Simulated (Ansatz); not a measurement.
# P chain started as a dimerised line: one chain at several levels of theory, part 3 of 4

Aim: how far do the period, the moment and the conductance of the P chain started as a dimerised line depend on the functional, the datasets and spin-orbit coupling, and at what cost?

Ansatz 0.2.0; DFT PBE, plane waves, PAW; relaxation of a chain's period (the session's first sound run).

So far, conductance of the lead as this run defines it (G₀): 3.00 in steps 3, 5 and 7.

## (8) Relaxing the period

This step: DFT LDA, plane waves, PAW; relaxation of a chain's period (Ansatz 0.2.0).

The relaxation is repeated under another functional. LDA has no gradient terms and tends to overbind, so it marks the short end of the likely bond lengths.

Input file input.yaml:

```yaml
crystal:
  lattice:
    - [7.5, 0.0, 0.0]
    - [0.0, 7.5, 0.0]
    - [0.0, 0.0, 4.066]
  atoms:
    - { symbol: P, position: [0.5, 0.5, 0.0], spin: 0.3 }
    - { symbol: P, position: [0.5, 0.5, 0.45], spin: 0.3 }
magnetization:
  spin_polarized: true
kpoints:
  mp_grid: { grid: [1, 1, 20] }
scf:
  occupations: { method: fermi_dirac, width: 0.05 }
hamiltonian:
  xc: lda
relax:
  cell: { fix: [a, b, alpha, beta, gamma] }
  max_steps: 60
```

On the command line:

```bash
ansatz run input.yaml --threads 4 --pin off --max-ram 8192MiB --backend cpu --events-out ev --progress --plain --runs-dir out
```

Numbers of over 12 decimals in the logs are rounded to 6 here.

Log:

```text
[...]
Crystal: 2 atoms, lattice volume = 228.712 Å³
Basis set: ecut = 420 eV, 4469 PW (Γ)
Bands: 10, of which v1, the nominal top of the filled ones, is band 5 counted from 1 (4 counted from 0)
Symmetry: 16 space group operations
[...]
k-points: 11 of 20
[...]
Starting moments: Σ|m| = 0.6 μB on 2 of 2 sites
[...]
0.000000       0.086477       0.000000
        0.000000       0.000000       0.039884
  P = ⅓ Tr σ = 0.0709 GPa (0.709 kbar)
--- Relaxed structure (5 steps of the walk, 5 accepted, 1 SCFs on fresh bases) ---
[...]
cell:  # Å, volume = 232.8933 Å³
    - [7.5, 0.0, 0.0]
    - [0.0, 7.5, 0.0]
    - [0.0, 0.0, 4.140325]
  atoms:
    - { symbol: P, position: [0.5, 0.5, -0.025036] }
    - { symbol: P, position: [0.5, 0.5, 0.475036] }
[key lines of the parts left out:]
SCF converged after 5 iterations
Magnetization: 0.0000 μB (5.0000 up, 5.0000 down)
Free energy (F): -1449.014085 eV
Fermi energy:    -3.607560 eV
```

Elapsed: 5.7 s, on 4 threads of Arm Neoverse V2, shared host; peak memory 0.41 GiB; 21 s of CPU time.

The steps of the relaxation:

```
step  energy less that of the first step (eV)  largest force component (eV/Å)  pressure (GPa)  volume (Å³)
   1                                   0.0000                          5.8433            2.44       228.71
   2                                  -0.4666                          1.6178            0.50       235.25
   3                                  -0.5183                          0.8904            0.09       236.60
   4                                  -0.5640                          0.0119           -0.10       234.35
   5                                  -0.5662                          0.0050            0.07       232.89
  6*                                  -0.5665                          0.0050            0.07       232.89
```

Relaxation steps marked * repeat the geometry before them on a plane-wave basis chosen anew for their cell, so energy and pressure can jump there.

Forces are held to the 16 operations that the run works with; a distortion that breaks them can't arise in this run.

```
cell as run  before  after  change
      c (Å)   4.066  4.140  +1.8 %
```

The atoms that moved most (Å, along periodic axes as changes of fractional coordinates times the final cell, across vacuum about the mean position):

```
atom     dx     dy      dz  length
  P1  0.000  0.000  -0.104   0.104
  P2  0.000  0.000   0.104   0.104
```

The relaxed structure:

```xyz
2
Lattice="7.5000 0.0000 0.0000 0.0000 7.5000 0.0000 0.0000 0.0000 4.1403" Properties=species:S:1:pos:R:3
P     3.7500    3.7500   -0.1037
P     3.7500    3.7500    1.9668
```

The cell's length comes to 4.140 Å, -1.8 % against the first run, with no moment. The two atoms stand evenly on a line, so the true period is half of it.

## (9) The wire at its relaxed period, level LDA, k-mesh 1×1×20

This step: DFT LDA, plane waves, PAW; channels and complex bands of a perfect chain (Ansatz 0.2.0).

The channels are counted again under LDA, at the period that it gave.

Input file input.yaml:

```yaml
crystal:
  lattice:
    - [7.5, 0.0, 0.0]
    - [0.0, 7.5, 0.0]
    - [0.0, 0.0, 4.1403251137]
  atoms:
    - { symbol: P, position: [0.5, 0.5, 0.974963983] }
    - { symbol: P, position: [0.5, 0.5, 0.475036017] }
kpoints:
  mp_grid: { grid: [1, 1, 20] }
  band_path: { path: ["Γ", Z], npoints: 60 }
scf:
  occupations: { method: fermi_dirac, width: 0.05 }
hamiltonian:
  xc: lda
output:
  transmission:
    e_range: [-2, 2]
    de: 0.035
    kmesh: [1, 1]
    reduced_basis: true
    leads: [[0, 0]]
  dos: { projected: true, e_range: [-6, 4] }
```

Log:

```text
[...]
Crystal: 2 atoms, lattice volume = 232.893 Å³
Basis set: ecut = 420 eV, 4541 PW (Γ)
Bands: 9, of which v1, the nominal top of the filled ones, is band 5 counted from 1 (4 counted from 0)
Symmetry: 16 space group operations
[...]
k-points: 11 of 20
[...]
Fermi energy:    -3.607470 eV
[...]
--- Band table (eV; the first three rows and the last of 11) ---
[...]
--- Transmission ---
  basis      : 497 plane waves across, 6 finite elements along
  points     : 1, standing for a mesh of 1 x 1
[...]
crystal 0  : P2, at the sites [0, 0], period 4.1403 Å: whole cells are its period
[...]
filled         : 5.9 meV over the level at which it is neutral
    channels       : 3.000000e0 a spin
[...]
[key lines of the parts left out:]
SCF converged after 6 iterations
Free energy (F): -1449.014085 eV
```

It took 9.1 s on 4 threads; peak memory 0.45 GiB.

The open channels of the lead, one spin stays at 3 for energy from -2 to 1.99 eV.

At the computed energy nearest the Fermi level there are 3 channels a spin, and the thermal average gives 3.00 G₀.

## (10) The series together

Times are for 4 threads of Arm Neoverse V2, shared host. The runs compared:

```
no.   level  conductance of the lead as this run defines it (G₀)   time  memory (GiB)
  1     PBE                                                3.000  9.1 s          0.46
  2    RPBE                                                3.000   10 s          0.47
  3  PBEsol                                                3.000  9.2 s          0.46
  4     LDA                                                3.000  9.1 s          0.45
```

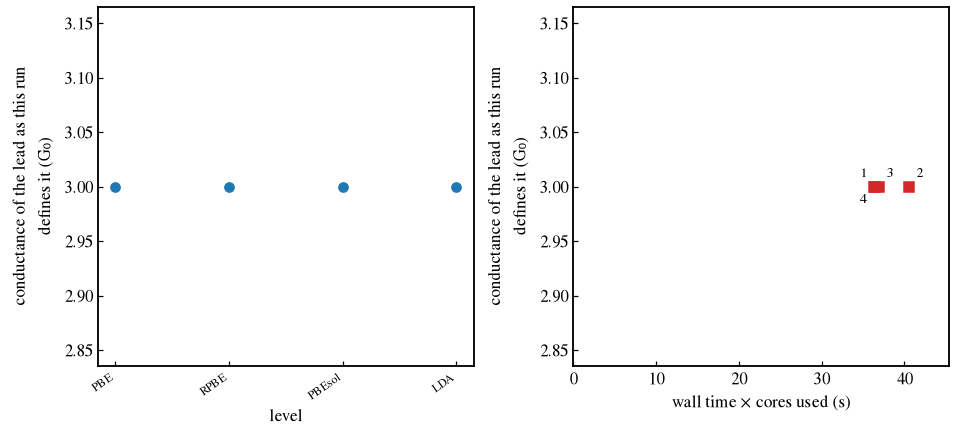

The series as plots; the last panel sets the first result against cost, with the runs numbered as in the table.

The runs together. The open channels of the lead, PBE = RPBE = PBEsol = LDA stays at 3 for energy from -2 to 1.99 eV.

## (11) The relaxed wire, cutoff 840 eV

This step: DFT PBE, plane waves, PAW (JTH); relaxation of a chain's period (Ansatz 0.2.0).

The same functional on other atomic datasets tests how far the result hangs on the treatment of the cores. Against the first PBE run of this kind, the cutoff is 840 eV against 420.

Input file input.yaml:

```yaml
crystal:
  lattice:
    - [7.5, 0.0, 0.0]
    - [0.0, 7.5, 0.0]
    - [0.0, 0.0, 4.066]
  atoms:
    - { symbol: P, position: [0.5, 0.5, 0.0], spin: 0.3 }
    - { symbol: P, position: [0.5, 0.5, 0.45], spin: 0.3 }
magnetization:
  spin_polarized: true
kpoints:
  mp_grid: { grid: [1, 1, 20] }
scf:
  occupations: { method: fermi_dirac, width: 0.05 }
hamiltonian:
  xc: pbe
  pseudopotentials: { kind: paw, source: jth }
relax:
  cell: { fix: [a, b, alpha, beta, gamma] }
  max_steps: 60
```

Log:

```text
[...]
0.000000       0.088458       0.000000
        0.000000       0.000000       0.048509
  P = ⅓ Tr σ = 0.0751 GPa (0.751 kbar)
--- Relaxed structure (6 steps of the walk, 6 accepted, 1 SCFs on fresh bases) ---
[...]
cell:  # Å, volume = 236.7598 Å³
    - [7.5, 0.0, 0.0]
    - [0.0, 7.5, 0.0]
    - [0.0, 0.0, 4.209063]
  atoms:
    - { symbol: P, position: [0.5, 0.5, -0.025000] }
    - { symbol: P, position: [0.5, 0.5, 0.475000] }
[key lines of the parts left out:]
SCF converged after 5 iterations
Magnetization: -0.0000 μB (5.0000 up, 5.0000 down)
Free energy (F): -1508.815488 eV
Fermi energy:    -3.510572 eV
```

Wall time 19 s (4 threads); peak memory 0.73 GiB.

The cell's length comes to 4.209 Å, -0.1 % against the first run, with no moment. The two atoms stand evenly on a line, so the true period is half of it.

## (12) Relaxation of atoms and period

This step: DFT PBE, plane waves, PAW; relaxation of a chain's period (Ansatz 0.2.0).

No moment formed, so a run without spin should agree; this checks it and saves time.

input.yaml, the sections that differ from step 11:

```yaml
crystal:
  lattice:
    - [7.5, 0.0, 0.0]
    - [0.0, 7.5, 0.0]
    - [0.0, 0.0, 4.066]
  atoms:
    - { symbol: P, position: [0.5, 0.5, 0.0] }
    - { symbol: P, position: [0.5, 0.5, 0.45] }
hamiltonian:
  xc: pbe
# kpoints, scf, relax: as in step 11
# magnetization: removed
```

Log:

```text
[...]
Crystal: 2 atoms, lattice volume = 228.712 Å³
Basis set: ecut = 420 eV, 4469 PW (Γ), exchange–correlation on 108×108×60 points (8 copies of the dense FFT grid, shifted against one another)
Bands: 9, of which v1, the nominal top of the filled ones, is band 5 counted from 1 (4 counted from 0)
Symmetry: 16 space group operations
[...]
k-points: 11 of 20
[...]
0.088770       0.000000       0.000000
        0.000000       0.088770       0.000000
        0.000000       0.000000       0.011644
  P = ⅓ Tr σ = 0.0631 GPa (0.631 kbar)
--- Relaxed structure (7 steps of the walk, 7 accepted, 1 SCFs on fresh bases) ---
[...]
cell:  # Å, volume = 237.1039 Å³
    - [7.5, 0.0, 0.0]
    - [0.0, 7.5, 0.0]
    - [0.0, 0.0, 4.215180]
  atoms:
    - { symbol: P, position: [0.5, 0.5, -0.025006] }
    - { symbol: P, position: [0.5, 0.5, 0.475006] }
[key lines of the parts left out:]
SCF converged after 4 iterations
Free energy (F): -1509.015233 eV
Fermi energy:    -3.511645 eV
```

Run time: 3.2 s. Hardware: 4 threads; peak memory 0.4 GiB; 11 s of CPU time.

The cell's length comes to 4.215 Å, +0.0 % against the first run, with spin left out. The two atoms stand evenly on a line, so the true period is half of it.

## (13) The series together

Times are for 4 threads of Arm Neoverse V2, shared host. The runs compared:

```
no.           level  cell length along the wire (Å)   time  memory (GiB)
  1             PBE                           4.215  8.8 s          0.45
  2            RPBE                           4.254  8.9 s          0.45
  3          PBEsol                           4.164  7.6 s          0.45
  4             LDA                           4.140  5.7 s          0.41
  5  PBE, JTH files                           4.209   19 s          0.73
  6    PBE, no spin                           4.215  3.2 s           0.4
```

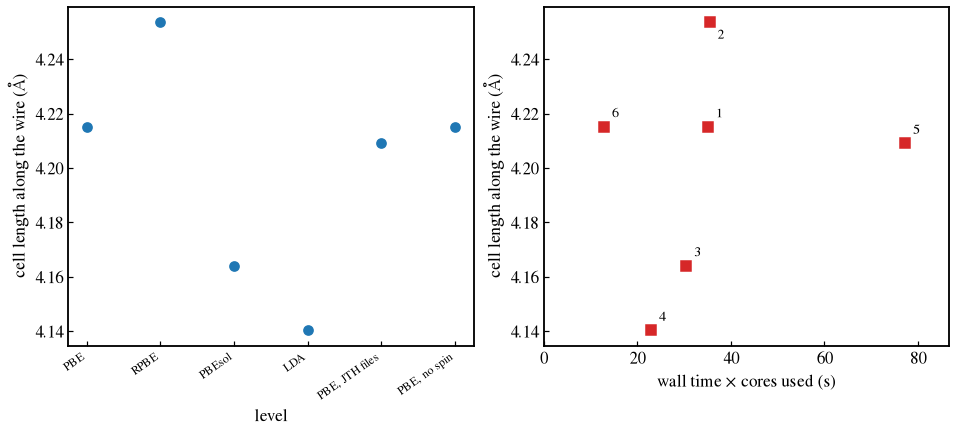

The series as plots; the last panel sets the first result against cost, with the runs numbered as in the table.

## (14) Two-component spinors

This step: DFT PBE, plane waves, fully relativistic PAW; channels of a perfect chain with spin-orbit coupling (Ansatz 0.2.0).

Spin-orbit coupling mixes the spins and splits bands that cross or touch without it, so it can open or close channels. Fully relativistic datasets take the place of the scalar ones. The window is narrow, since spinor matrices are twice as large.

Input file input.yaml:

```yaml
crystal:
  lattice:
    - [7.5, 0.0, 0.0]
    - [0.0, 7.5, 0.0]
    - [0.0, 0.0, 4.2151607679]
  atoms:
    - { symbol: P, position: [0.5, 0.5, 0.97499968] }
    - { symbol: P, position: [0.5, 0.5, 0.47500032] }
kpoints:
  mp_grid: { grid: [1, 1, 19] }
  band_path: { path: ["Γ", Z], npoints: 60 }
scf:
  occupations: { method: fermi_dirac, width: 0.05 }
hamiltonian:
  xc: pbe
  pseudopotentials: { kind: paw_fr }
output:
  transmission:
    e_range: [-0.42, 0.42]
    de: 0.035
    kmesh: [1, 1]
    reduced_basis: false
    leads: [[0, 0]]
magnetization:
  noncollinear: true
  spin_orbit: true
```

Log:

```text
[...]
non-collinear run that drives no moment, with spin-orbit: no starting moment large enough to seed its density (crystal.atoms[].spin), no starting occupations that ask for one, no magnetisation constraint and no magnetic field, so the semilocal B_xc is pinned to zero
Crystal: 2 atoms, lattice volume = 237.103 Å³
Basis set: ecut = 420 eV, 4615 PW (Γ)
Bands: 18, of which v1, the nominal top of the filled ones, is band 10 counted from 1 (9 counted from 0)
Symmetry: 32 space group operations + 32 with time reversal
[...]
k-points: 10 of 19
Projection manifold: j_resolved (fully-relativistic pseudo-atomic orbitals)
[...]
SCF iter   1: F=—  HF=-1509.149001 eV  |F-HF|=—  |Δ(HF+E_count)|=         —  Δρ=8.88e-3  dr2=2.61e-1  dr2_m=0.00e0 (ungated)  ethr=2.55e-3  |M|=0.00e0 ∫|m|=0.00e0 μB  |m|>n=0.0e0 m-floor=0.0e0 τ_xc=0.0e0  β_m=1.00  ⟨swp⟩=1.0  Hψ=883  notcnv=0
[...]
spin=Noncollinear: LDOS preconditioning applied to the charge; magnetization (m_x, m_y, m_z) channels mix plain (no charge-response kernel on spin).
SCF iter   2: F=—  HF=-1509.044341 eV  |F-HF|=—  |Δ(HF+E_count)|=   1.05e-1  Δρ=2.83e-3  dr2=1.59e-2  dr2_m=0.00e0 (ungated)  ethr=2.55e-3  |M|=0.00e0 ∫|m|=0.00e0 μB  |m|>n=0.0e0 m-floor=0.0e0 τ_xc=0.0e0  β_m=0.56  ⟨swp⟩=2.7  Hψ=192  notcnv=0
[...]
SCF iter   6: F=-1509.041782 eV  HF=-1509.041782 eV  |F-HF|=1.12e-8  |Δ(HF+E_count)|=   3.78e-7  Δρ=1.76e-6  dr2=4.13e-9  dr2_m=0.00e0 (ungated)  ethr=1.00e-9  |M|=0.00e0 ∫|m|=0.00e0 μB  |m|>n=0.0e0 m-floor=0.0e0 τ_xc=0.0e0  ⟨swp⟩=6.4  Hψ=457  notcnv=0
SCF 1 converged in 6 iterations: F = -1509.041782 eV  dr2 = 4.13e-9
[...]
transmission: 6 of 6 steps passed
SCF converged after 6 iterations
Magnetization: |M| = 0.0000 μB,  M = (+0.0000, +0.0000, +0.0000) μB
Absolute magnetization: 0.0000 μB (∫|m|)
  site 0: m = (+0.0000, +0.0000, +0.0000) μB, |m| = 0.0000 μB  (R = 0.87 Å)
  site 1: m = (+0.0000, +0.0000, +0.0000) μB, |m| = 0.0000 μB  (R = 0.87 Å)
Free energy (F): -1509.041782 eV
[...]
Internal energy: -1509.038573 eV  (E = F + TS)
E sigma→0 (E₀):  -1509.040178 eV
Entropy (-TS):   -0.003209 eV (-1.604 meV/atom)
Fermi energy:    -3.494993 eV
[...]
--- Band table (eV; the first three rows and the last of 10) ---
  k-point 0: bands = [... 6 lower, -6.2256, -6.2256, -6.1926, -6.1926, -0.0986, -0.0986, -0.0479, -0.0479, ... 4 higher]
  k-point 1: bands = [... 6 lower, -6.2047, -6.2047, -6.1716, -6.1716, -0.2573, -0.2573, -0.2089, -0.2089, ... 4 higher]
  k-point 2: bands = [... 6 lower, -6.1419, -6.1419, -6.1089, -6.1089, -0.6532, -0.6532, -0.6089, -0.6089, ... 4 higher]
  k-point 9: bands = [... 6 lower, -4.5101, -4.5101, -4.1546, -4.1546, -4.1204, -4.1204, -0.5039, -0.5039, ... 4 higher]
--- Transmission ---
  basis      : 497 plane waves across, 6 finite elements along
  points     : 1, standing for a mesh of 1 x 1
[...]
crystal 0  : P2, at the sites [0, 0], period 4.2152 Å: whole cells are its period
[...]
filled         : 39.2 meV over the level at which it is neutral
    channels       : 6.000000e0 of both spins
[...]
```

Run time: 4.6 min. Hardware: 4 threads; peak memory 5 GiB; 17 min of CPU time.

Numbers from this step:

| Item | Value |
| --- | --- |
| energy at zero smearing | -1509.0402 eV |
| channels at the energy nearest the Fermi level, both spins | 6 |

The open channels of the lead, both spins stays at 6 for energy from -0.42 to 0.42 eV.

The slowest values at each energy, most degenerate partners merged, listed up to 1.5 1/Å. Im kz of the slowest decaying states against energy, zero at the Fermi level:

```
energy (eV)  decay 1 (Å⁻¹)  decay 2 (Å⁻¹)  decay 3 (Å⁻¹)  decay 4 (Å⁻¹)
     -0.420           1.07           1.25           1.35           1.42
     -0.350           1.06           1.24           1.34           1.41
     -0.280           1.05           1.24           1.34           1.41
     -0.175           1.04           1.22           1.33           1.40
     -0.105           1.03           1.22           1.32           1.39
     -0.035           1.02           1.21           1.31           1.38
      0.000           1.01           1.21           1.31           1.38
      0.035           1.01           1.20           1.31           1.38
      0.105          1.000           1.19           1.30           1.37
      0.175          0.991           1.19           1.29           1.36
      0.280          0.976           1.17           1.28           1.35
      0.350          0.967           1.17           1.27           1.35
      0.420          0.957           1.16           1.27           1.34
```

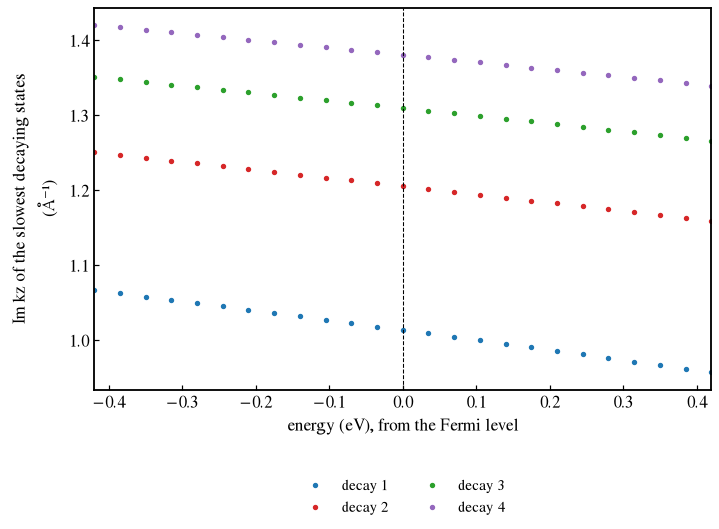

Im kz of the slowest decaying states against energy.

[end of part 3 of 4]

[Logs are printed without paths, hosts, clocks, repeated set-up lines and the standing remarks that a program may print on its own settings, such as how far it seeks lower states.]

[Hosts, paths, dates, database ids (printed as entryN), source tags and the programs' standing remarks are cut or masked in the printed files.]
